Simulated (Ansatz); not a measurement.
System: CdTe.

Input

```
crystal:
  lattice:
    - [0.0, 3.2787246853, 3.2787246853]
    - [3.2787246853, 0.0, 3.2787246853]
    - [3.2787246853, 3.2787246853, 0.0]
  atoms:
    - { symbol: Cd, position: [0.0076249159, -0.0076249159, 0.0076249159] }
    - { symbol: Te, position: [0.25, 0.25, 0.25] }
basis:
  ecutwfc: 500
  ecutrho_ratio: 4
kpoints:
  mp_grid: { grid: [10, 10, 10] }
hamiltonian:
  xc: r2scan
scf:
  occupations: { method: gaussian, width: 0.05 }
output:
  forces: true
  stress: true
  eigenvalues: true
  write_density: true
  write_potential: true
  elf: true
  volumetric_format: npy
```

Command:

```sh
ansatz run input.yaml --threads 4 --pin off --max-ram 7168MiB --backend cpu --events-out ev --progress --plain --runs-dir out
```

Below, planes, directions and counts refer to the conventional cell (a = 4.64 Å, b = 4.64 Å, c = 6.56 Å, α = 90.00°, β = 90.00°, γ = 90.00°).

Space group Imm2; started from the zincblende prototype; changed on purpose from its base cell (atom 1 (Cd) moved 0.05 A along y).

These are results of Ansatz 0.2.0, DFT r2SCAN, scalar-relativistic, plane waves, PAW, not measurements.

> Predict the valence pseudo-density and electron localisation function between the atoms.

Cd–Te (2.87 Å): the density is about 0.32 e/Å³ at the midpoint; the ELF is about 0.50 at the midpoint and 0.15 at its lowest between the atoms.

> Does the calculation give a band gap?

It is gapped, with a Kohn–Sham gap of 1.1 eV on the k-point mesh (the band edges may lie off the mesh, which would make the gap smaller).

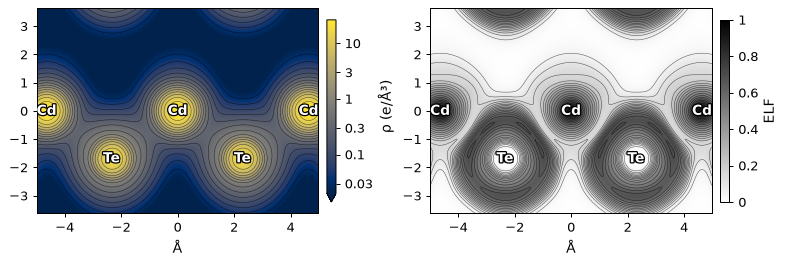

Computed valence pseudo-density and electron localisation function on the (010) plane of the conventional cell, in this order. 

In a PAW calculation such maps are meaningful between the atoms, not at the nuclei.
